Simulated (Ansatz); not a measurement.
# Ta: band-structure calculation

The run: band-structure calculation of Ta (I4₁/amd, 2 atoms in the cell). Method and program: DFT, PBE, PAW with Ansatz's default frozen-core files, scalar-relativistic, no spin polarisation (Ansatz 0.2.0).

It belongs to a series of runs on one base structure; here: volume scaled by 0.52, PAW files. Figures and captions count atoms from 1; the log counts them from 0 in places.

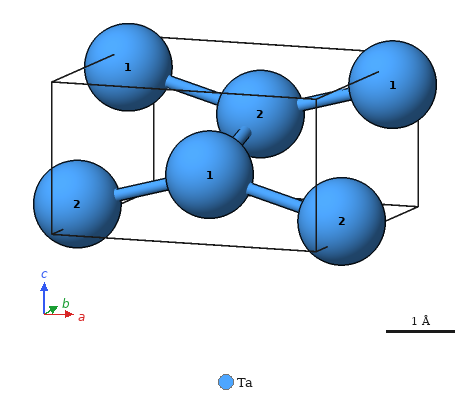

The input geometry (ball-and-stick view of the cell 2 times as large as that of the calculation, set on its symmetry axes, seen slightly off an axis; atoms are numbered from 1 in the order of the input).

### Summary

- outcome: converged
- space group (tolerance 0.01 Å): I4₁/amd (141)
- electrons treated: 26
- free energy: −19850.3982 eV
- Fermi energy: 35.140 eV
- pressure: 372.66 GPa
- electronic character: metal
- largest force (length of the vector): under 0.001 eV/Å
- hardware: 1 thread of Arm Neoverse V1, 24 GiB of memory available, shared host
- wall time: 12 s
- peak memory: 0.38 GiB

### Remarks

Spin–orbit coupling is left out, which matters for Ta. The cell is under a pressure of 373 GPa at this level, so it is not at its equilibrium volume.

### Input
```yaml
crystal:
  lattice:
    - [-2.1084615846, 2.1084615846, 1.1512227636]
    - [2.1084615846, -2.1084615846, 1.1512227636]
    - [2.1084615846, 2.1084615846, -1.1512227636]
  atoms:
    - { symbol: Ta, position: [-0.375, -0.125, -0.25] }
    - { symbol: Ta, position: [0.375, 0.125, 0.25] }
kpoints:
  mp_grid: { grid: [17, 17, 17] }
  band_path:
    path:
      - [0.0, 0.0, 0.0]
      - [0.0, 0.0, 0.5]
      - [-0.5, 0.5, 0.5]
      - [0.0, 0.0, 0.0]
      - [0.3245293546, 0.3245293546, -0.3245293546]
      - [-0.3245293546, 0.6754706454, 0.3245293546]
      - [-0.5, 0.5, 0.5]
      - [0.0, 0.0, 0.5]
      - [0.25, 0.25, 0.25]
    npoints: 8
scf:
  occupations: { method: fermi_dirac, width: 0.1 }
hamiltonian:
  xc: pbe
  pseudopotentials: { kind: paw }
output:
  forces: true
  stress: true
  eigenvalues: true
  populations: true
  dos: { projected: true, de: 0.2, e_range: [-14, 8] }
  write_density: true
  write_potential: true
  elf: true
  volumetric_format: npy
```

Launch command:
```bash
ansatz run input.yaml --threads 1 --pin off --max-ram 2048MiB --backend cpu --events-out ev --progress --plain --runs-dir out
```

### Log
```
Engine: ansatz 0.2.0, aarch64-unknown-linux-gnu
Pseudopotentials: kind: paw
Pseudopotential: Ta, paw, valence charge 13, recommended cutoff 420 eV (normal), Ta.paw.azcp
Functional definition: PBE
  parameter kappa = 0.804
  parameter beta = 0.06672455060314922
  exchange = pbe_x(kappa = kappa, mu = beta*pi^2/3)
  correlation = pbe_c(beta = beta)
Crystal: 2 atoms, lattice volume = 20.472 Å³
Basis set: ecut = 420 eV, 407 PW (Γ), exchange–correlation on 48×48×48 points (8 copies of the dense FFT grid, shifted against one another)
Bands: 17, of which v1, the nominal top of the filled ones, is band 13 counted from 1 (12 counted from 0)
Symmetry: 16 space group operations
Space group: I41/amd (ITA 141), of the structure as read, at distance tolerance 2.7e-5 Å
k-points: 405 of 4913
Non-local potential: Ta, projectors of the file, l = 0: 3, l = 1: 2, l = 2: 2, l = 3: 1
PAW form: soft (Blöchl's): semilocal exchange-correlation on the pseudo side does not see the compensation charge
PAW one-centre angular grid: Ta, 590 points (default); XC on 64 Gauss nodes
Initial density: superposition of atomic densities (neutral atoms: chi_scale 0, normalization atom), corrected by the library's trained network
Initial wavefunctions: pseudopotential atomic-orbital guess
Functional: x = pbe(κ = 0.804, μ = 0.2195149727645171), c = pbe(β = 0.06672455060314922)
SCF iter   1: F=—  HF=-19850.818636 eV  |F-HF|=—  |Δ(HF+E_count)|=         —  Δρ=1.01e-1  dr2=1.19e0  ethr=1.77e-3  ⟨swp⟩=5.7  Hψ=36228  notcnv=0
preconditioner: auto → none  [metal: Δε(μ)=0.003 eV  Ē_g=8.387 eV  σ=0.100 eV  W_gap=0.01  n_scr=4 (ndim 8)  ℏωp=26.0 eV  f_vac=0.000  D(μ)=0.88/eV (n_scr^D=4)  sad-step TF]
SCF iter   2: F=—  HF=-19850.556818 eV  |F-HF|=—  |Δ(HF+E_count)|=   2.62e-1  Δρ=6.22e-2  dr2=4.61e-1  ethr=1.77e-3  ⟨swp⟩=2.0  Hψ=11526  notcnv=0
SCF iter   3: F=—  HF=-19850.398816 eV  |F-HF|=—  |Δ(HF+E_count)|=   1.58e-1  Δρ=2.83e-3  dr2=7.48e-4  ethr=1.77e-3  ⟨swp⟩=2.2  Hψ=10583  notcnv=0
SCF iter   4: F=—  HF=-19850.398221 eV  |F-HF|=—  |Δ(HF+E_count)|=   5.95e-4  Δρ=4.21e-4  dr2=2.69e-5  ethr=2.88e-6  ⟨swp⟩=2.3  Hψ=13859  notcnv=0
SCF iter   5: F=—  HF=-19850.398207 eV  |F-HF|=—  |Δ(HF+E_count)|=   1.47e-5  Δρ=5.61e-5  dr2=2.01e-7  ethr=1.03e-7  ⟨swp⟩=2.0  Hψ=12037  notcnv=0
SCF iter   6: F=-19850.398207 eV  HF=-19850.398207 eV  |F-HF|=6.04e-10  |Δ(HF+E_count)|=   2.16e-8  Δρ=8.35e-6  dr2=3.97e-9  ethr=3.85e-10  ⟨swp⟩=10.2  Hψ=49158  notcnv=0
SCF 1 converged in 6 iterations: F = -19850.398207 eV  dr2 = 3.97e-9
  greatest PAW one-centre occupation: 1.000 electrons in one spin orbital (limit 2), on the Ta atom at site 1 (counted from 0), in its partial waves of l = 0
NSCF: frozen V_eff on 65 k-points
SCF converged after 6 iterations
Free energy (F): -19850.398207 eV
Harris-Foulkes:  -19850.398207 eV  (|F-HF|=6.04e-10)
Internal energy: -19850.367677 eV  (E = F + TS)
E sigma→0 (E₀):  -19850.382942 eV
Entropy (-TS):   -0.030530 eV (-15.265 meV/atom)
Fermi energy:    35.139829 eV
--- Per-component energies (eV) ---
  E_band       = 182.157751
  E_kinetic    = 800.443302
  E_local      = -479.600828  (includes V_loc(G=0)·N_el)
  E_nonlocal   = 54.428313
  E_hartree    = 241.431385
  E_xc         = -455.588454
  E_vxc        = -432.823278  (∫ρ·V_xc dr)
  E_paw        = -16807.925419  (= ΣΔE_a)
  E_vpaw       = -243.154028  (= ΣTr[D̂ρ^β])
  E_aug_tail   = 0.000362  (compensation charges beyond the density's cutoff)
  E_ewald      = -3203.556338
  E_smearing   = -0.030530  (= −TS)
  E_closure    = 0.000000  (closes the sum)
  Σ components = -19850.398207   (vs F -19850.398207, Δ=0.00e0)
--- Forces (eV/Å), atoms counted from 1 ---
  atom   1  Ta     0.00000000     0.00000000     0.00000000
  atom   2  Ta    -0.00000000     0.00000000    -0.00000000
  max |Σ_I F_I| component: 2.08e-17 eV/Å
--- Stress (GPa, compression-positive) ---
      372.645554       0.000000      -0.000000
        0.000000     372.645554       0.000000
       -0.000000      -0.000000     372.700169
  P = ⅓ Tr σ = 372.6638 GPa (3726.638 kbar)
--- Band table (eV; the first three rows and the last of 405) ---
  k-point 0: bands = ["-33.5866", "-31.4505", "-2.2659", "-2.2659", "2.9685", "3.0367", "3.3085", "3.3085", "24.2538", "25.3272", "29.1739", "30.1695", "31.4584", "38.4420", "38.4420", "39.0734", "39.0734"]
  k-point 1: bands = ["-33.5696", "-31.4699", "-2.2386", "-2.2338", "2.8588", "3.0401", "3.2295", "3.3553", "24.3759", "25.4651", "29.2768", "30.1129", "31.3976", "38.5120", "38.5774", "39.1793", "39.2126"]
  k-point 2: bands = ["-33.5190", "-31.5271", "-2.1558", "-2.1380", "2.6109", "3.0012", "3.0505", "3.4190", "24.7378", "25.8620", "29.5825", "29.9592", "31.2424", "38.7190", "38.9646", "39.4899", "39.5963"]
  k-point 404: bands = ["-32.5145", "-32.4962", "-3.6453", "-3.6094", "2.9081", "2.9235", "4.0773", "4.1250", "28.7588", "28.8301", "32.3335", "32.4119", "36.2879", "37.0441", "38.1235", "38.7096", "41.1011"]
--- Löwdin populations: 2 sites ---
  site symbol       q [e]
     0     Ta     12.9627
     1     Ta     12.9627
  spilling = 0.002870 (of n_electrons = 26.000000)
```

### File rho_z.tsv
```
# z_ang	rho[e/angstrom^3]
# format = ansatz-planar-average/11
# lattice	-2.108461585	2.108461585	1.151222764
# lattice	2.108461585	-2.108461585	1.151222764
# lattice	2.108461585	2.108461585	-1.151222764
# sites	2
# site	73	-0.000000000	-1.054230792	-0.287805691
# site	73	0.000000000	1.054230792	0.287805691
0.000000	9.465028e-1
0.133180	1.005348e0
0.266361	1.151137e0
0.399541	1.313321e0
0.532722	1.431881e0
0.665902	1.491496e0
0.799083	1.507793e0
0.932263	1.491496e0
1.065444	1.431881e0
1.198624	1.313321e0
1.331805	1.151137e0
1.464985	1.005348e0
1.598166	9.465028e-1
1.731346	1.005348e0
1.864527	1.151137e0
1.997707	1.313321e0
2.130888	1.431881e0
2.264068	1.491496e0
2.397249	1.507793e0
2.530429	1.491496e0
2.663609	1.431881e0
2.796790	1.313321e0
2.929970	1.151137e0
3.063151	1.005348e0
```

### File v_z.tsv
```
# z_ang	v_es[eV]	v_tot[eV]
# format = ansatz-planar-average/11
# xc	pbe
# density_cutoff_ev	1680
# datasets	Ta=:simpson_from_first_knot:soft
# lattice	-2.108461585	2.108461585	1.151222764
# lattice	2.108461585	-2.108461585	1.151222764
# lattice	2.108461585	2.108461585	-1.151222764
# sites	2
# site	73	-0.000000000	-1.054230792	-0.287805691
# site	73	0.000000000	1.054230792	0.287805691
0.000000	1.854060e1	3.559387e0
0.133180	1.814722e1	2.992056e0
0.266361	1.699849e1	1.398205e0
0.399541	1.525101e1	-8.842842e-1
0.532722	1.336509e1	-3.218209e0
0.665902	1.196000e1	-4.894544e0
0.799083	1.144534e1	-5.496287e0
0.932263	1.196000e1	-4.894544e0
1.065444	1.336509e1	-3.218209e0
1.198624	1.525101e1	-8.842842e-1
1.331805	1.699849e1	1.398205e0
1.464985	1.814722e1	2.992056e0
1.598166	1.854060e1	3.559387e0
1.731346	1.814722e1	2.992056e0
1.864527	1.699849e1	1.398205e0
1.997707	1.525101e1	-8.842842e-1
2.130888	1.336509e1	-3.218209e0
2.264068	1.196000e1	-4.894544e0
2.397249	1.144534e1	-5.496287e0
2.530429	1.196000e1	-4.894544e0
2.663609	1.336509e1	-3.218209e0
2.796790	1.525101e1	-8.842842e-1
2.929970	1.699849e1	1.398205e0
3.063151	1.814722e1	2.992056e0
```

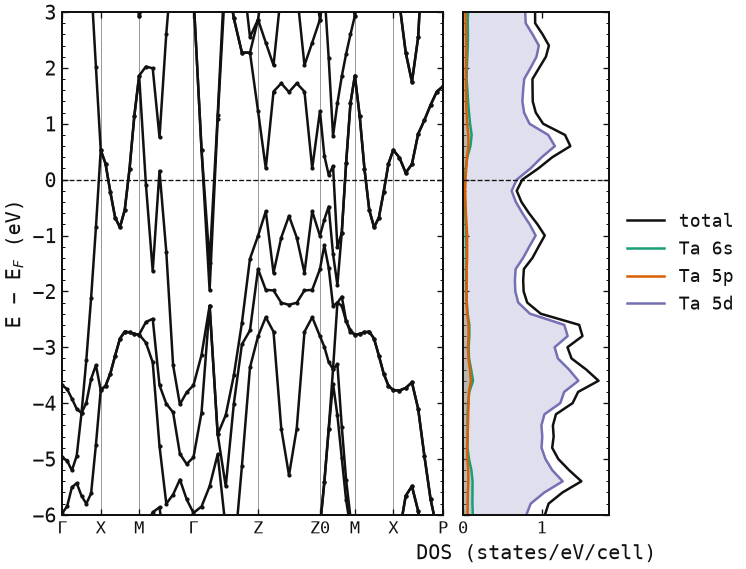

Band structure along Γ–X–M–Γ–Z–Z0–M–X–P and density of states (projected on Löwdin-orthogonalised atomic shells), with energies from the Fermi level. Bands cross the Fermi level: a metal at this level of theory.

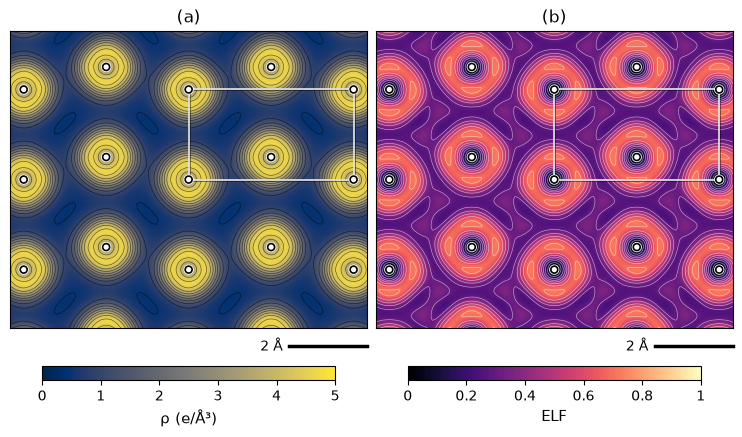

(a) valence pseudo-density; (b) electron localisation function on the (100) plane of the conventional cell. Circles mark the nuclei in the plane (Ta). The section cuts through Ta sites. Ta–Ta (2.19 Å): ρ at the midpoint is about 0.97 e/Å³; the ELF is about 0.25 at the midpoint (no localised pair between them). Ta–Ta (2.30 Å): the density is about 0.79 e/Å³ at the midpoint; the ELF is about 0.25 at the midpoint (no shared electron pair). Away from the nuclei the density in this plane falls to 0.48 e/Å³ at its lowest. The strong features right at Ta lie inside the PAW spheres (semicore, d or f shells) and say nothing about bonding. In a PAW calculation such maps are meaningful between the atoms, not at the nuclei.

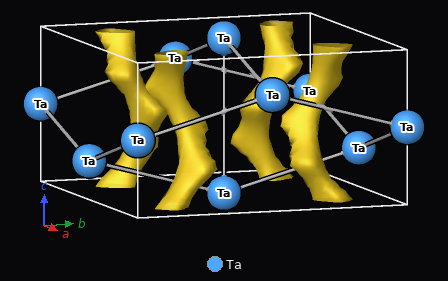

Isosurface of the ELF at 0.4 (yellow), seen slightly off an axis. Only the valence region is drawn (cores and ρ < 0.01 e/Å³ removed). Sticks mark near contacts. The outline is the cell set on symmetry axes. Values along the shortest contacts: Ta–Ta (2.19 Å): the ELF is about 0.25 at the midpoint (no shared electron pair). Ta–Ta (2.30 Å): the ELF is about 0.25 at the midpoint; no localised pair between them.
